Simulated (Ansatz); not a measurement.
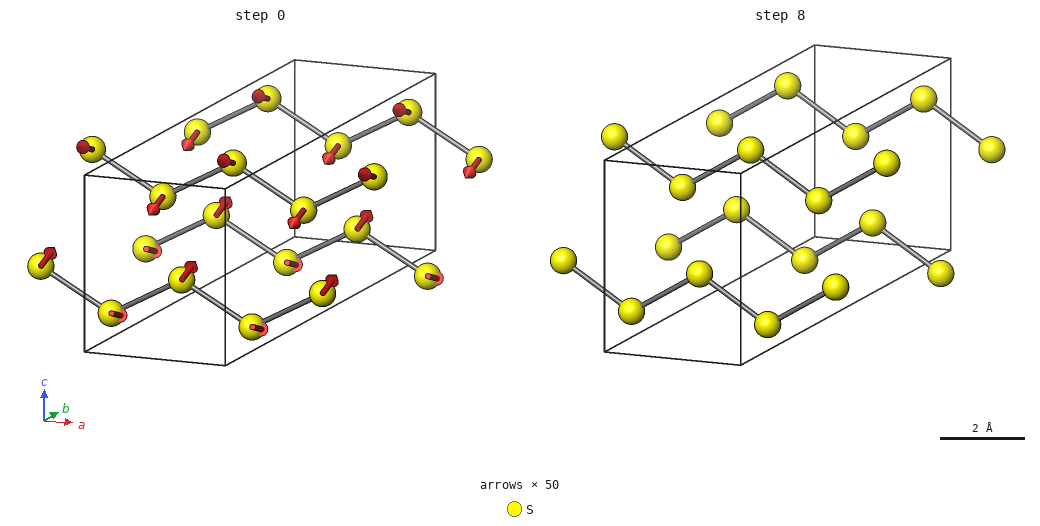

The structure of crystalline S (built on the black phosphorus_64 type) before (left) and after (right) a relaxation, at one scale. The red arrows give the displacements (the part carried along by the change of the cell is left out), magnified 50 times.

Style: ball-and-stick. Shown: the conventional cell (2 times the calculation's cell), slightly off an axis. Lengths and directions refer to the drawn axes.

Case: black phosphorus type (Cmce, No. 64).

These are results of DFT r2SCAN, scalar-relativistic, plane waves, PAW in Ansatz, not measurements.

Input file:
```yaml
crystal:
  lattice:
    - [1.840819708, -6.5210477536, 0.0]
    - [1.840819708, 6.5210477536, 0.0]
    - [0.0, 0.0, 4.3810377823]
  atoms:
    - { symbol: S, position: [0.1272064335, 0.8727935665, 0.8636556174] }
    - { symbol: S, position: [0.6272064335, 0.3727935665, 0.6363443826] }
    - { symbol: S, position: [0.8727935665, 0.1272064335, 0.1363443826] }
    - { symbol: S, position: [0.3727935665, 0.6272064335, 0.3636556174] }
basis:
  ecutwfc: 500
kpoints:
  mp_grid: { grid: [14, 14, 10] }
hamiltonian:
  xc: r2scan
scf:
  occupations: { method: gaussian, width: 0.1 }
output:
  forces: true
  stress: true
  eigenvalues: true
relax:
  adjacent_minimum: "off"
  f_tol: 0.01
  max_steps: 80
  cell: { stress_tol: 0.05 }
```

> What changed between the two?

The run was cut off at its time limit before the relaxation converged, so the last structure is only a point on the way. The energy falls by 19.8 meV per atom in 7 accepted moves (8 points after the start). Largest force component: 0.17 eV/Å at the start, 0.015 eV/Å at the end. The pressure goes from −0.11 to 0.02 GPa. The line search rejected the trial step at point 2 of the run. The largest moves relative to the cell, 0.018 Å, are those of S1, S2, S3 and S4. S3 goes along [0 1 −1]. The drawn cell changes as follows: a 3.682 → 3.558 Å (−3.4 %), b 13.042 → 13.046 Å (0.0 %), c 4.381 → 4.748 Å (+8.4 %); the volume changes by +4.8 %. Among the contacts that change: S1–S2 2.093 → 2.087 Å. Bond angles that change, for instance: S2–S1–S2 123.2° → 117.0°. The space group stays Cmce (No. 64).
